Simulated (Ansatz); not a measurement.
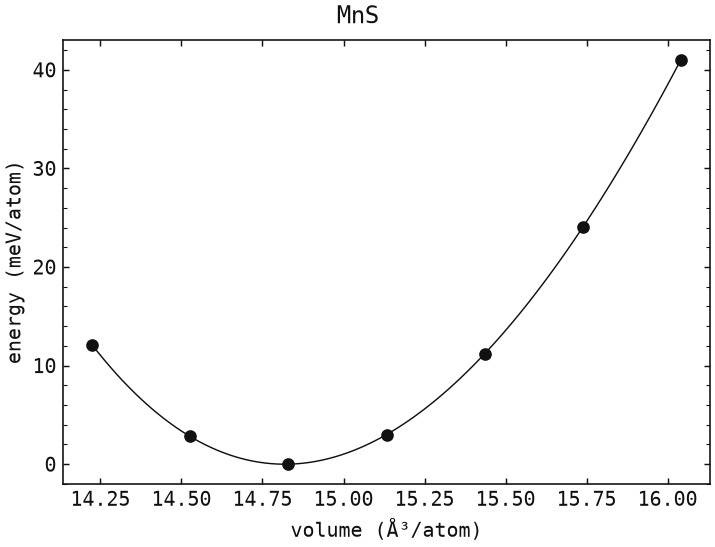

The plot gives the computed energy against volume for MnS, space group F-43m (No. 216).

Starting cell:
```yaml
crystal:
  lattice:
    - [0.00000, 2.47346, 2.47346]
    - [2.47346, 0.00000, 2.47346]
    - [2.47346, 2.47346, 0.00000]
  atoms:
    - { symbol: Mn, position: [0.00000, 0.00000, 0.00000] }
    - { symbol: S, position: [0.75000, 0.75000, 0.75000] }
```

Computed with Ansatz 0.2.0: all-electron LAPW DFT, collinear spins; energies at scaled volumes of the given cell, shape and fractions fixed, counted from the fit's minimum, third-order Birch-Murnaghan fit. Level: PBEsol, collinear spin.

```
         setting                                   value
          k mesh                                   9×9×9
     occupations                             Fermi–Dirac
  smearing width                                 0.05 eV
      potentials  all electron LAPW, scalar relativistic
program settings               basis error eV/atom 0.001
```

This calculation gives: equilibrium volume 14.82 Å³/atom and bulk modulus 151 GPa.

Now the level changes from PBEsol to LDA. Predict the effect.

The equilibrium volume falls from 14.82 to 14.43 Å³/atom (−2.6 %) and the bulk modulus rises from 151 to 163 GPa (+7.9 %).

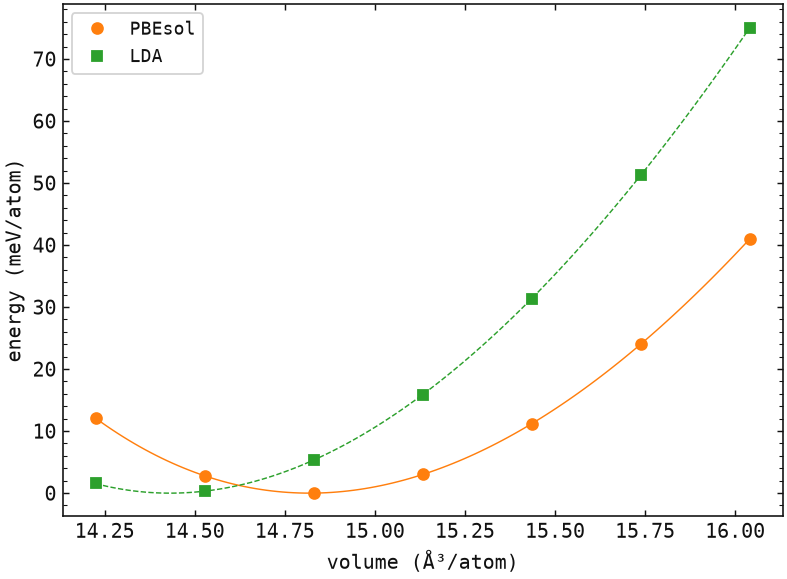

The two results together.

For both, limits of the calculation: the program warns: seeded moment not kept.

V0 and the bulk modulus come from third-order Birch–Murnaghan fits.
